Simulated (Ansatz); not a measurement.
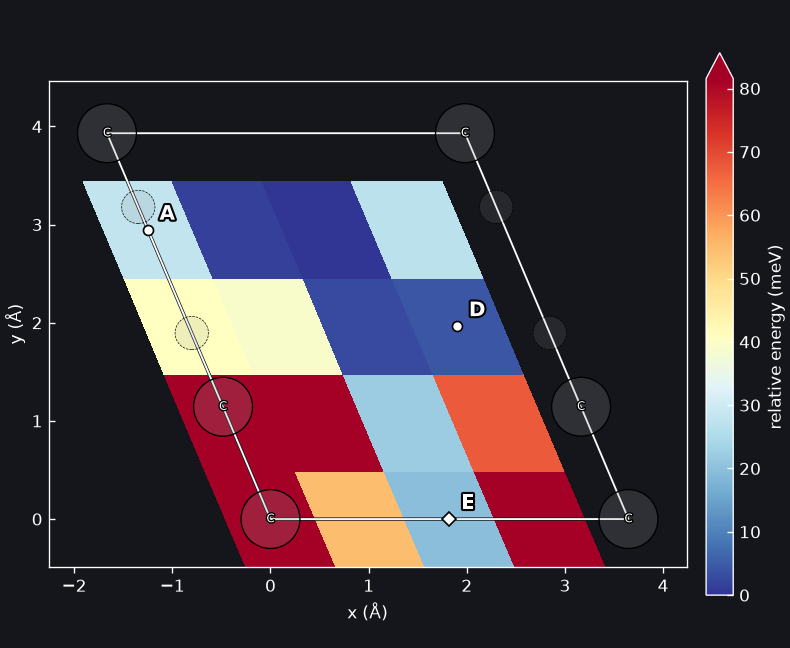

CO on a C(110) slab cut from the R-3m phase, its upper half relaxed before the scan (40 atoms of substrate and one adsorbate in a 2 × 2 cell). CO (O end down) is moved over the surface cell at a fixed height above a rigid substrate; the origin of the map has the adsorbate above C33; the height is held at 2.70 Å. Places are given modulo a cell vector. The map is drawn in real space over the plane of the surface. The scan uses a 4 × 4 grid. Places are given in fractions of the 1 × 1 surface cell. Energies are in meV, from the lowest grid point. At a fixed height the lowest place need not be the adsorption site. Method: Ansatz 0.2.0, DFT PBE+D3(BJ), scalar-relativistic, plane waves, PAW. Settings: cutoff 420 eV, k-mesh 4×4×1, gaussian smearing 0.05 eV, no spin polarisation.

In the figure: one coloured cell a grid point, labelled circles for the atoms of the top layer and small ones for the second layer, the outline of one cell of the plane, one colour for all values above the top of the scale, lettered points.

**Is E the lowest point of the computed grid?**

No. E lies 20 meV above the lowest grid point, which is at (2/4, 3/4) of the cell vectors.

**Rank the lettered points by energy, lowest first.**

D (4.4 meV), E (20 meV), A (28 meV).

PAW datasets: the set soft_1.
